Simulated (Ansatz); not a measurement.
Run report: NbN, geometry relaxation (part 1 of 2)

System: NbN (slab, 6 atoms in the cell).
Method: DFT PBEsol, scalar-relativistic, plane waves, PAW, no spin polarisation (Ansatz 0.2.0).

The structure derives from an entry of the Crystallography Open Database. The input holds or restrains some coordinates. Forces given for the steps count only the free coordinates. It belongs to a series of runs on one base structure; here: clean slab, lower half held.

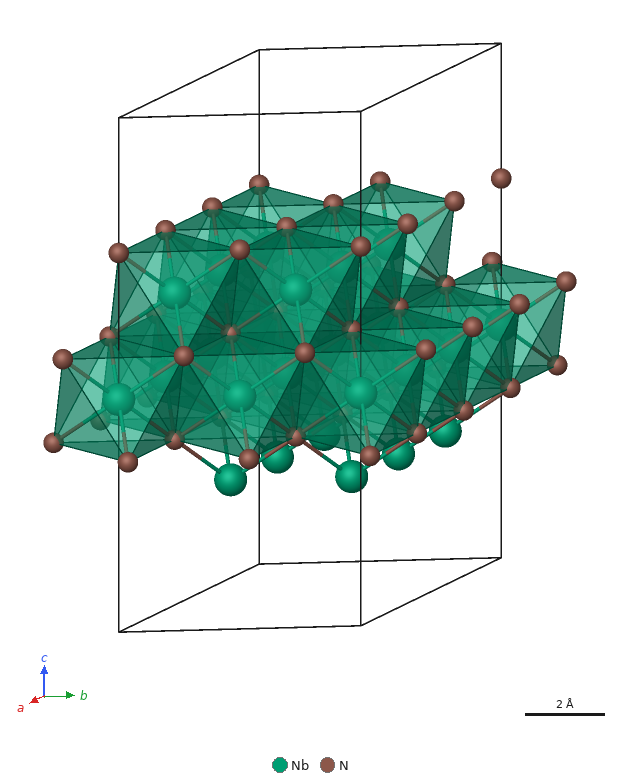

*The starting structure (polyhedral view of the 3 × 2 repeat of the cell, with the vacuum cut short, seen slightly off an axis; polyhedra are completed across the faces of the cell). An atom can appear more than once, as a periodic image.*

Key numbers

```tsv
quantity	value
outcome	converged under the restraints of the input
electrons treated	54
free energy	−14625.8332 eV
work function, top face	5.71 eV
work function, bottom face	4.91 eV
Fermi energy	3.067 eV
gap on the k-point mesh	none (metallic)
final volume	193.79 Å³
work function (upper face)	5.71 eV
largest force (length of the vector) at the end, held atoms and coordinates included	1.322 eV/Å
hardware	1 thread of Arm Neoverse V2, 24 GiB of memory available, shared host
wall time	31 s
peak memory	0.4 GiB
```

Input
```yaml
crystal:
  lattice:
    - [3.0974787952, 0.0, 0.0]
    - [-1.5487393976, 2.6824953243, 0.0]
    - [0.0, 0.0, 23.3227021144]
  atoms:
    - { symbol: Nb, position: [0.3333333333, 0.6666666667, 0.3644517671] }
    - { symbol: "N", position: [0.6666666667, 0.3333333333, 0.4186710603] }
    - { symbol: Nb, position: [0.0, 0.0, 0.4728903534] }
    - { symbol: "N", position: [0.3333333333, 0.6666666667, 0.5271096466] }
    - { symbol: Nb, position: [0.6666666667, 0.3333333333, 0.5813289397] }
    - { symbol: "N", position: [0.0, 0.0, 0.6355482329] }
basis:
  ecutwfc: 420
kpoints:
  mp_grid: { grid: [9, 9, 1] }
hamiltonian:
  xc: pbesol
scf:
  occupations: { method: gaussian, width: 0.1 }
output:
  forces: true
  eigenvalues: true
relax:
  adjacent_minimum: "off"
  f_tol: 0.03
  max_steps: 70
  constraints: [{ sites: [0, 1, 2] }]
efield:
  axis: 3
  dipole_correction: true
  ramp_width: 0.04
```

Command:
```bash
ansatz run input.yaml --threads 1 --pin off --max-ram 2560MiB --backend cpu --events-out ev --progress --plain --runs-dir out
```

Log
```
Engine: ansatz 0.2.0, aarch64-unknown-linux-gnu
Pseudopotentials: kind: paw
Pseudopotential: Nb, paw, valence charge 13, recommended cutoff 420 eV (normal), Nb.paw.azcp
Pseudopotential: N, paw, valence charge 5, recommended cutoff 420 eV (normal), N.paw.azcp
Functional definition: PBEsol
  exchange = pbesol_x
  correlation = pbesol_c
Crystal: 6 atoms, lattice volume = 193.788 Å³
Basis set: ecut = 420 eV, 3761 PW (Γ), exchange–correlation on 48×48×320 points (8 copies of the dense FFT grid, shifted against one another)
Bands: 33, of which v1, the nominal top of the filled ones, is band 27 counted from 1 (26 counted from 0)
Symmetry: 6 space group operations
Space group: P3m1 (ITA 156), of the structure as read, at distance tolerance 5.8e-5 Å
k-points: 12 of 81 (time reversal used)
Non-local potential: Nb, projectors of the file, l = 0: 3, l = 1: 2, l = 2: 2, l = 3: 1
Non-local potential: N, projectors of the file, l = 0: 2, l = 1: 2, l = 2: 1
PAW form: soft (Blöchl's): semilocal exchange-correlation on the pseudo side does not see the compensation charge
PAW frozen core: Nb, regenerated for the run's functional, and the local potential with it (the file was generated under x = pbe(κ = 0.804, μ = 0.2195149727645171), c = pbe(β = 0.06672455060314922))
PAW frozen core: N, regenerated for the run's functional, and the local potential with it (the file was generated under x = pbe(κ = 0.804, μ = 0.2195149727645171), c = pbe(β = 0.06672455060314922))
PAW one-centre angular grid: Nb, 590 points (default); XC on 64 Gauss nodes
PAW one-centre angular grid: N, 110 points (default); XC on 64 Gauss nodes
Initial density: superposition of atomic densities (neutral atoms: chi_scale 0, normalization atom), corrected by the library's trained network
Initial wavefunctions: pseudopotential atomic-orbital guess
Functional: x = pbesol(κ = 0.804, μ = 0.12345679012345678), c = pbesol(β = 0.046)
SCF iter   1: F=—  HF=-14624.993795 eV  |F-HF|=—  |Δ(HF+E_count)|=         —  Δρ=1.08e-2  dr2=1.05e0  ethr=1.77e-3  p=-0.103 e·Å  D=-9.63e-2 V/Å  ΔV_dip=2.25 eV  dr2_dipole=1.36e-1  V_vac-E_F(+/−)=7.17/4.92 eV  ⟨swp⟩=8.4  Hψ=2142  notcnv=0
efield: sawtooth ramp at fractional position 0.9800 (placed from the atoms, in the widest stretch of the axis that holds none; the zero of the levels goes with the place), width 0.0400; the density the first Hamiltonian is built on has a dipole p = -0.103 e·Å; the dipole correction subtracts the counter field D = -9.63e-2 V/Å, which shifts the + side's vacuum level by +2.25 eV against the − side's; the planar-averaged density in the ramp window peaks in size at 3.5e-5 e/Å³
preconditioner: auto → LDOS  [metal: Δε(μ)=0.047 eV  Ē_g=7.671 eV  σ=0.100 eV  W_gap=0.25  n_scr=16 (ndim 8)  ℏωp=14.6 eV  f_vac=0.583  D(μ)=4.44/eV (n_scr^D=14)  β→1.0]
SCF iter   2: F=—  HF=-14624.921450 eV  |F-HF|=—  |Δ(HF+E_count)|=   7.23e-2  Δρ=3.13e-3  dr2=4.08e-2  ethr=1.77e-3  p=-0.114 e·Å  D=-1.07e-1 V/Å  ΔV_dip=2.49 eV  dr2_dipole=3.85e-3  V_vac-E_F(+/−)=7.45/4.96 eV  ⟨swp⟩=2.0  Hψ=549  notcnv=0  defer=6
SCF iter   3: F=—  HF=-14624.923212 eV  |F-HF|=—  |Δ(HF+E_count)|=   1.76e-3  Δρ=8.32e-4  dr2=3.14e-3  ethr=7.56e-5  p=-0.115 e·Å  D=-1.07e-1 V/Å  ΔV_dip=2.49 eV  dr2_dipole=2.77e-4  V_vac-E_F(+/−)=7.45/4.96 eV  ⟨swp⟩=2.0  Hψ=544  notcnv=0  defer=11
SCF iter   4: F=—  HF=-14624.923286 eV  |F-HF|=—  |Δ(HF+E_count)|=   7.43e-5  Δρ=2.81e-4  dr2=1.49e-4  ethr=5.82e-6  p=-0.115 e·Å  D=-1.08e-1 V/Å  ΔV_dip=2.51 eV  dr2_dipole=8.04e-6  V_vac-E_F(+/−)=7.46/4.95 eV  ⟨swp⟩=2.8  Hψ=708  notcnv=0  defer=11
SCF iter   5: F=—  HF=-14624.923278 eV  |F-HF|=—  |Δ(HF+E_count)|=   7.81e-6  Δρ=9.93e-5  dr2=3.71e-5  ethr=2.76e-7  p=-0.115 e·Å  D=-1.07e-1 V/Å  ΔV_dip=2.50 eV  dr2_dipole=5.76e-7  V_vac-E_F(+/−)=7.46/4.95 eV  ⟨swp⟩=2.8  Hψ=776  notcnv=0  defer=10
SCF iter   6: F=-14624.923270 eV  HF=-14624.923276 eV  |F-HF|=5.95e-6  |Δ(HF+E_count)|=   2.24e-6  Δρ=3.93e-5  dr2=7.44e-6  ethr=4.17e-8  p=-0.115 e·Å  D=-1.07e-1 V/Å  ΔV_dip=2.51 eV  dr2_dipole=7.55e-7  V_vac-E_F(+/−)=7.46/4.95 eV  ⟨swp⟩=11.9  Hψ=2048  notcnv=0
SCF 1 converged in 6 iterations: F = -14624.923270 eV  dr2 = 7.44e-6
  greatest PAW one-centre occupation: 0.998 electrons in one spin orbital (limit 2), on the Nb atom at site 4 (counted from 0), in its partial waves of l = 0
relax step   1: F+E_penalty+E_count = -14624.92327003 eV  Δ(F+E_penalty+E_count) = +0.000e0 eV  max|allowed force component| = 5.021e0 eV/Å  Δτ_max = 0.0000 Å  (6 SCF iters, dr2 threshold 2.25e-5 eV, accepted)
Initial density: handed on by an earlier stage of this run
Initial wavefunctions: those handed on with the density
iter 1 solved again at ethr=2.52e-3 eV; its pass at ethr=3.10e-3 eV (dr2=1.36e0 eV) is discarded
SCF iter   1: F=—  HF=-14625.980542 eV  |F-HF|=—  |Δ(HF+E_count)|=         —  Δρ=1.66e-2  dr2=1.30e0  ethr=2.52e-3  p=-0.115 e·Å  D=-1.07e-1 V/Å  ΔV_dip=2.51 eV  dr2_dipole=4.31e-1  V_vac-E_F(+/−)=7.37/4.86 eV  ⟨swp⟩=1.0  Hψ=1717  notcnv=0  defer=10
efield: sawtooth ramp at fractional position 0.9800 (handed on by an earlier solve), width 0.0400; the density the first Hamiltonian is built on has a dipole p = -0.115 e·Å; the dipole correction subtracts the counter field D = -1.07e-1 V/Å, which shifts the + side's vacuum level by +2.51 eV against the − side's; the planar-averaged density in the ramp window peaks in size at 8.8e-7 e/Å³
preconditioner: auto → LDOS  [metal: Δε(μ)=0.011 eV  Ē_g=7.937 eV  σ=0.100 eV  W_gap=0.06  n_scr=16 (ndim 8)  ℏωp=14.6 eV  f_vac=0.587  D(μ)=7.96/eV (n_scr^D=86)  β→1.0]
SCF iter   2: F=—  HF=-14625.803420 eV  |F-HF|=—  |Δ(HF+E_count)|=   1.77e-1  Δρ=7.23e-3  dr2=2.06e-1  ethr=2.41e-3  p=-0.054 e·Å  D=-5.08e-2 V/Å  ΔV_dip=1.18 eV  dr2_dipole=4.18e-2  V_vac-E_F(+/−)=6.17/4.99 eV  ⟨swp⟩=2.8  Hψ=616  notcnv=0  defer=10
SCF iter   3: F=—  HF=-14625.799659 eV  |F-HF|=—  |Δ(HF+E_count)|=   3.76e-3  Δρ=2.65e-3  dr2=7.87e-2  ethr=3.81e-4  p=-0.058 e·Å  D=-5.40e-2 V/Å  ΔV_dip=1.26 eV  dr2_dipole=2.88e-2  V_vac-E_F(+/−)=6.22/4.96 eV  ⟨swp⟩=2.3  Hψ=641  notcnv=0  defer=11
SCF iter   4: F=—  HF=-14625.794536 eV  |F-HF|=—  |Δ(HF+E_count)|=   5.12e-3  Δρ=7.64e-4  dr2=2.01e-3  ethr=1.46e-4  p=-0.048 e·Å  D=-4.45e-2 V/Å  ΔV_dip=1.04 eV  dr2_dipole=2.34e-5  V_vac-E_F(+/−)=6.00/4.97 eV  ⟨swp⟩=2.0  Hψ=556  notcnv=0  defer=13
SCF iter   5: F=—  HF=-14625.794513 eV  |F-HF|=—  |Δ(HF+E_count)|=   2.29e-5  Δρ=2.55e-4  dr2=8.82e-4  ethr=3.72e-6  p=-0.051 e·Å  D=-4.72e-2 V/Å  ΔV_dip=1.10 eV  dr2_dipole=2.26e-4  V_vac-E_F(+/−)=6.05/4.95 eV  ⟨swp⟩=2.6  Hψ=666  notcnv=0  defer=13
SCF iter   6: F=-14625.794563 eV  HF=-14625.794562 eV  |F-HF|=1.40e-6  |Δ(HF+E_count)|=   4.89e-5  Δρ=8.00e-5  dr2=1.51e-5  ethr=1.85e-7  p=-0.051 e·Å  D=-4.76e-2 V/Å  ΔV_dip=1.11 eV  dr2_dipole=2.06e-12  V_vac-E_F(+/−)=6.05/4.94 eV  ⟨swp⟩=12.0  Hψ=2283  notcnv=0
SCF 2 converged in 6 iterations: F = -14625.794563 eV  dr2 = 1.51e-5
relax step   2: F+E_penalty+E_count = -14625.79456297 eV  Δ(F+E_penalty+E_count) = -8.713e-1 eV  max|allowed force component| = 9.977e-1 eV/Å  Δτ_max = 0.1911 Å  (6 SCF iters, dr2 threshold 1.00e-4 eV, accepted)
iter 1 solved again at ethr=1.72e-4 eV; its pass at ethr=3.10e-3 eV (dr2=9.31e-2 eV) is discarded
SCF iter   1: F=—  HF=-14625.854162 eV  |F-HF|=—  |Δ(HF+E_count)|=         —  Δρ=5.22e-3  dr2=9.83e-2  ethr=1.72e-4  p=-0.051 e·Å  D=-4.76e-2 V/Å  ΔV_dip=1.11 eV  dr2_dipole=1.86e-4  V_vac-E_F(+/−)=6.06/4.95 eV  ⟨swp⟩=2.0  Hψ=1437  notcnv=0  defer=12
efield: sawtooth ramp at fractional position 0.9800 (handed on by an earlier solve), width 0.0400; the density the first Hamiltonian is built on has a dipole p = -0.051 e·Å; the dipole correction subtracts the counter field D = -4.76e-2 V/Å, which shifts the + side's vacuum level by +1.11 eV against the − side's; the planar-averaged density in the ramp window peaks in size at 1.5e-6 e/Å³
preconditioner: auto → LDOS  [metal: Δε(μ)=0.062 eV  Ē_g=8.014 eV  σ=0.100 eV  W_gap=0.33  n_scr=16 (ndim 8)  ℏωp=14.6 eV  f_vac=0.591  D(μ)=7.68/eV (n_scr^D=72)  β→1.0]
SCF iter   2: F=—  HF=-14625.833879 eV  |F-HF|=—  |Δ(HF+E_count)|=   2.03e-2  Δρ=3.12e-3  dr2=1.43e-2  ethr=1.72e-4  p=-0.039 e·Å  D=-3.64e-2 V/Å  ΔV_dip=0.85 eV  dr2_dipole=3.26e-7  V_vac-E_F(+/−)=5.76/4.92 eV  ⟨swp⟩=2.8  Hψ=660  notcnv=0  defer=12
SCF iter   3: F=—  HF=-14625.830930 eV  |F-HF|=—  |Δ(HF+E_count)|=   2.95e-3  Δρ=5.92e-4  dr2=3.10e-3  ethr=2.64e-5  p=-0.040 e·Å  D=-3.74e-2 V/Å  ΔV_dip=0.87 eV  dr2_dipole=4.06e-6  V_vac-E_F(+/−)=5.79/4.92 eV  ⟨swp⟩=2.8  Hψ=643  notcnv=0  defer=12
SCF iter   4: F=—  HF=-14625.830764 eV  |F-HF|=—  |Δ(HF+E_count)|=   1.66e-4  Δρ=1.83e-4  dr2=4.60e-4  ethr=5.73e-6  p=-0.038 e·Å  D=-3.56e-2 V/Å  ΔV_dip=0.83 eV  dr2_dipole=1.27e-8  V_vac-E_F(+/−)=5.74/4.91 eV  ⟨swp⟩=2.0  Hψ=491  notcnv=0  defer=12
SCF iter   5: F=-14625.830745 eV  HF=-14625.830751 eV  |F-HF|=6.25e-6  |Δ(HF+E_count)|=   1.25e-5  Δρ=5.71e-5  dr2=1.26e-5  ethr=1.15e-7  p=-0.037 e·Å  D=-3.48e-2 V/Å  ΔV_dip=0.81 eV  dr2_dipole=8.16e-8  V_vac-E_F(+/−)=5.72/4.91 eV  ⟨swp⟩=10.7  Hψ=2272  notcnv=0
SCF 3 converged in 5 iterations: F = -14625.830745 eV  dr2 = 1.26e-5
relax step   3: F+E_penalty+E_count = -14625.83074498 eV  Δ(F+E_penalty+E_count) = -3.618e-2 eV  max|allowed force component| = 1.223e-1 eV/Å  Δτ_max = 0.0883 Å  (5 SCF iters, dr2 threshold 6.22e-5 eV, accepted)
SCF iter   1: F=—  HF=-14625.836197 eV  |F-HF|=—  |Δ(HF+E_count)|=         —  Δρ=2.45e-3  dr2=4.63e-2  ethr=3.34e-4  p=-0.037 e·Å  D=-3.48e-2 V/Å  ΔV_dip=0.81 eV  dr2_dipole=1.14e-2  V_vac-E_F(+/−)=5.70/4.89 eV  ⟨swp⟩=2.2  Hψ=810  notcnv=0  defer=11
efield: sawtooth ramp at fractional position 0.9800 (handed on by an earlier solve), width 0.0400; the density the first Hamiltonian is built on has a dipole p = -0.037 e·Å; the dipole correction subtracts the counter field D = -3.48e-2 V/Å, which shifts the + side's vacuum level by +0.81 eV against the − side's; the planar-averaged density in the ramp window peaks in size at 1.2e-6 e/Å³
preconditioner: auto → LDOS  [metal: Δε(μ)=0.021 eV  Ē_g=7.976 eV  σ=0.100 eV  W_gap=0.12  n_scr=16 (ndim 8)  ℏωp=14.6 eV  f_vac=0.589  D(μ)=7.95/eV (n_scr^D=86)  β→1.0]
SCF iter   2: F=—  HF=-14625.833644 eV  |F-HF|=—  |Δ(HF+E_count)|=   2.55e-3  Δρ=1.11e-3  dr2=5.20e-3  ethr=8.57e-5  p=-0.036 e·Å  D=-3.41e-2 V/Å  ΔV_dip=0.79 eV  dr2_dipole=1.20e-3  V_vac-E_F(+/−)=5.71/4.91 eV  ⟨swp⟩=2.0  Hψ=580  notcnv=0  defer=10
SCF iter   3: F=—  HF=-14625.833044 eV  |F-HF|=—  |Δ(HF+E_count)|=   6.00e-4  Δρ=5.49e-4  dr2=2.35e-3  ethr=9.63e-6  p=-0.035 e·Å  D=-3.29e-2 V/Å  ΔV_dip=0.77 eV  dr2_dipole=5.16e-4  V_vac-E_F(+/−)=5.68/4.91 eV  ⟨swp⟩=3.1  Hψ=691  notcnv=0  defer=10
SCF iter   4: F=—  HF=-14625.832887 eV  |F-HF|=—  |Δ(HF+E_count)|=   1.57e-4  Δρ=1.20e-4  dr2=1.71e-4  ethr=4.35e-6  p=-0.035 e·Å  D=-3.31e-2 V/Å  ΔV_dip=0.77 eV  dr2_dipole=4.32e-5  V_vac-E_F(+/−)=5.68/4.91 eV  ⟨swp⟩=2.0  Hψ=477  notcnv=0  defer=10
SCF iter   5: F=—  HF=-14625.832968 eV  |F-HF|=—  |Δ(HF+E_count)|=   8.10e-5  Δρ=4.51e-5  dr2=8.54e-6  ethr=3.17e-7  p=-0.036 e·Å  D=-3.33e-2 V/Å  ΔV_dip=0.78 eV  dr2_dipole=9.01e-7  V_vac-E_F(+/−)=5.69/4.91 eV  ⟨swp⟩=1.9  Hψ=503  notcnv=0  defer=10
SCF iter   6: F=—  HF=-14625.832970 eV  |F-HF|=—  |Δ(HF+E_count)|=   1.15e-6  Δρ=1.73e-5  dr2=2.15e-6  ethr=1.58e-8  p=-0.036 e·Å  D=-3.34e-2 V/Å  ΔV_dip=0.78 eV  dr2_dipole=3.34e-7  V_vac-E_F(+/−)=5.69/4.91 eV  ⟨swp⟩=2.3  Hψ=608  notcnv=0  defer=10
SCF iter   7: F=-14625.832971 eV  HF=-14625.832971 eV  |F-HF|=1.08e-7  |Δ(HF+E_count)|=   9.36e-7  Δρ=6.64e-6  dr2=1.79e-7  ethr=1.73e-9  p=-0.036 e·Å  D=-3.34e-2 V/Å  ΔV_dip=0.78 eV  dr2_dipole=2.37e-8  V_vac-E_F(+/−)=5.69/4.91 eV  ⟨swp⟩=10.6  Hψ=1999  notcnv=0
SCF 4 converged in 7 iterations: F = -14625.832971 eV  dr2 = 1.79e-7
relax step   4: F+E_penalty+E_count = -14625.83297067 eV  Δ(F+E_penalty+E_count) = -2.226e-3 eV  max|allowed force component| = 7.146e-2 eV/Å  Δτ_max = 0.0304 Å  (7 SCF iters, dr2 threshold 9.34e-7 eV, accepted)
```
